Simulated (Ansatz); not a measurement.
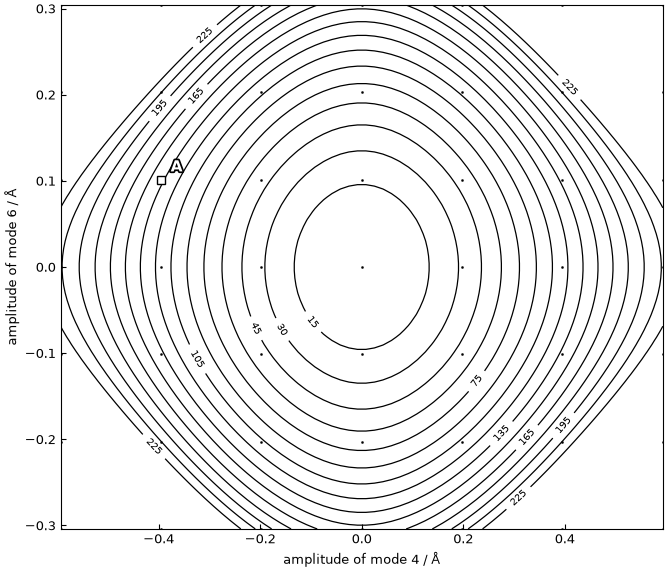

Na (I4/mmm, No. 139; 2 atoms in the cell). 
- The energy is mapped over two normal modes frozen in (zone-centre modes of the 2-atom cell of this scan, which folds in the wave vector (1/2, 1/2, 1/2) of the primitive cell).
- Coordinates scanned: (1) amplitude of mode 4 (100 cm⁻¹), largest displacement; (2) amplitude of mode 6 (139 cm⁻¹), largest displacement.
- Nothing is relaxed (the cell and all other modes fixed).
- The grid has 7 × 7 points; 16 points were computed and 33 follow by symmetry.
- Points are written as (first, second).
- All energies are given in meV per cell relative to the lowest grid point.
- These are results of Ansatz 0.2.0, DFT LDA, scalar-relativistic, plane waves, PAW, not measurements. Settings: cutoff 520 eV, k-mesh 12×12×10 in the order of the run's cell vectors, gaussian smearing 0.15 eV, no spin polarisation.

In the figure: contour lines labelled in meV (none above 225), dots at the grid points, the point A. Between grid points the surface is interpolated.

### Is A at rest? If not, where is it pushed?

A, at (−0.395 Å, 0.101 Å), is not a stationary point. The computed force is 520 meV for each Å towards larger values of the first coordinate and 470 meV for each Å towards smaller values of the second coordinate.
